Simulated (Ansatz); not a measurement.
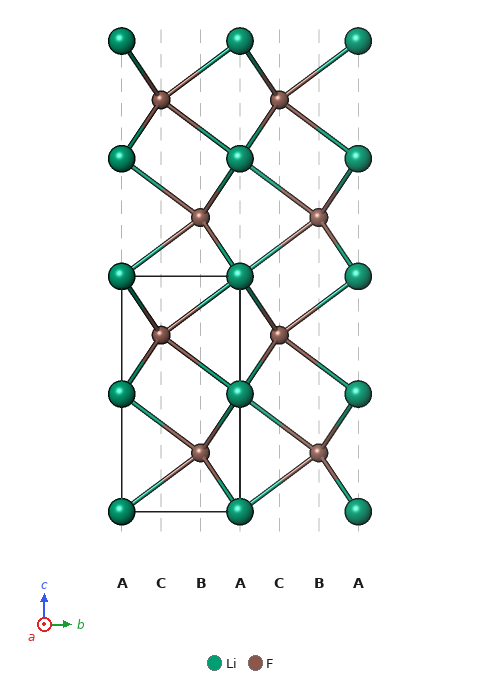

Projection along an edge of the hexagonal mesh, stacking direction c upwards. The dashed lines mark the three columns A (0, 0), B (1/3, 2/3) and C (2/3, 1/3). The sequence starts with the first layer at or above the cell's origin.

LiF: coordinates from a relaxation with Ansatz 0.2.0, DFT, PBE, plane waves, PAW; the starting structure was generated, so it need not be a known form of this composition.

### Give the sequence of layers in one repeat, with element and column.

Li(A) – F(B) – Li(A) – F(C) (four layers in 4.88 Å).

### How are the F layers alone stacked?

F layers alone: BC, the hexagonal close-packed type.

### Which positions between or in the F layers do the other atoms fill?

Li: two octahedral sites (per hexagonal cell).
